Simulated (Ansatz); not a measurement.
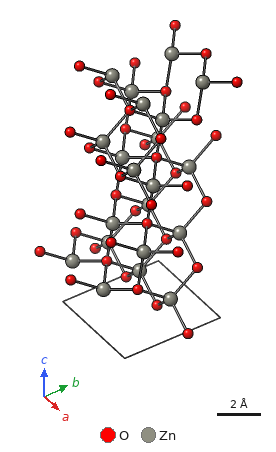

A slab of composition ZnO (cut from the P6_3mc phase), before the relaxation. The picture is a ball-and-stick view of the 2 × 1 repeat of the cell, outlined in the plane, without the vacuum (origin shifted), seen from a free direction.

Case: (1 0 1) slab, atoms relaxed. The slab is the (1 0 1) face of ZnO.

All numbers below come from DFT PBEsol, scalar-relativistic, plane waves, PAW in Ansatz.

The input:
```yaml
crystal:
  lattice:
    - [3.2300235058, 0.0, 0.0]
    - [-1.6150117529, 5.9172362761, 0.0]
    - [0.0, 0.0, 26.9140643044]
  atoms:
    - { symbol: O, position: [0.3895069378, 0.7790138757, 0.2786647128] }
    - { symbol: Zn, position: [0.879747049, 0.7594940981, 0.320282032] }
    - { symbol: Zn, position: [0.148370217, 0.2967404341, 0.3355465346] }
    - { symbol: O, position: [0.7326227778, 0.4652455556, 0.3549872256] }
    - { symbol: O, position: [0.0012459458, 0.0024918916, 0.3702517282] }
    - { symbol: Zn, position: [0.491486057, 0.982972114, 0.4118690474] }
    - { symbol: Zn, position: [0.760109225, 0.52021845, 0.42713355] }
    - { symbol: O, position: [0.3443617857, 0.6887235715, 0.446574241] }
    - { symbol: O, position: [0.6129849537, 0.2259699075, 0.4618387436] }
    - { symbol: Zn, position: [0.1032250649, 0.2064501299, 0.5034560628] }
    - { symbol: Zn, position: [0.3718482329, 0.7436964659, 0.5187205654] }
    - { symbol: O, position: [0.9561007937, 0.9122015874, 0.5381612564] }
    - { symbol: O, position: [0.2247239617, 0.4494479234, 0.553425759] }
    - { symbol: Zn, position: [0.7149640729, 0.4299281458, 0.5950430782] }
    - { symbol: Zn, position: [0.9835872409, 0.9671744818, 0.6103075808] }
    - { symbol: O, position: [0.5678398016, 0.1356796033, 0.6297482718] }
    - { symbol: O, position: [0.8364629696, 0.6729259393, 0.6450127744] }
    - { symbol: Zn, position: [0.3267030808, 0.6534061617, 0.6866300936] }
    - { symbol: Zn, position: [0.5953262488, 0.1906524977, 0.7018945962] }
    - { symbol: O, position: [0.1795788096, 0.3591576192, 0.7213352872] }
basis:
  ecutwfc: 420
kpoints:
  mp_grid: { grid: [9, 5, 1] }
hamiltonian:
  xc: pbesol
scf:
  occupations: { method: gaussian, width: 0.05 }
output:
  forces: true
  eigenvalues: true
  write_density: true
  write_potential: true
  elf: true
  volumetric_format: npy
relax:
  adjacent_minimum: "off"
  f_tol: 0.02
  max_steps: 60
efield:
  axis: 3
  dipole_correction: true
  ramp_width: 0.04
```

Launched with:
```bash
ansatz run input.yaml --threads 2 --pin off --max-ram 5120MiB --backend cpu --events-out ev --progress --plain --runs-dir out
```

Predict the outcome.

Answer. The atom that moves furthest relative to the layer's centre is O1 (1.23 Å at 71° to the normal (+c side)). By element the largest moves are O 1.23 Å, Zn 0.38 Å. The cell stays as it was. Near-neighbour distances that change, for instance: O1–Zn3 3.238 → 1.936 Å, O4–Zn6 3.238 → 2.224 Å, Zn2–O4 1.976 → 2.458 Å, Zn6–O8 1.976 → 2.132 Å. New bonds form: O1–Zn3 (3.24 → 1.94 Å), O4–Zn6 (3.24 → 2.22 Å). Among the angles between lasting bonds that change: O4–Zn7–O9 108.7° → 85.3°, O4–Zn3–O5 108.7° → 91.1°, Zn2–O5–Zn3 108.7° → 126.2°. Over 15 accepted moves (16 points after the start) the energy falls by 1.360 eV per cell of the calculation. The largest force component goes from 2.3 to 0.017 eV/Å. The line search rejected the trial step at point 14 of the run.

After the run, drawn alike:

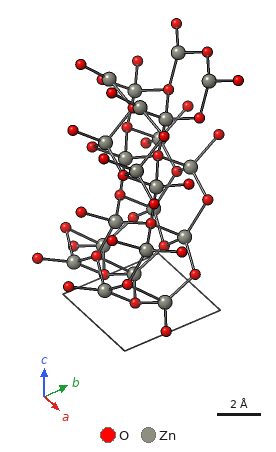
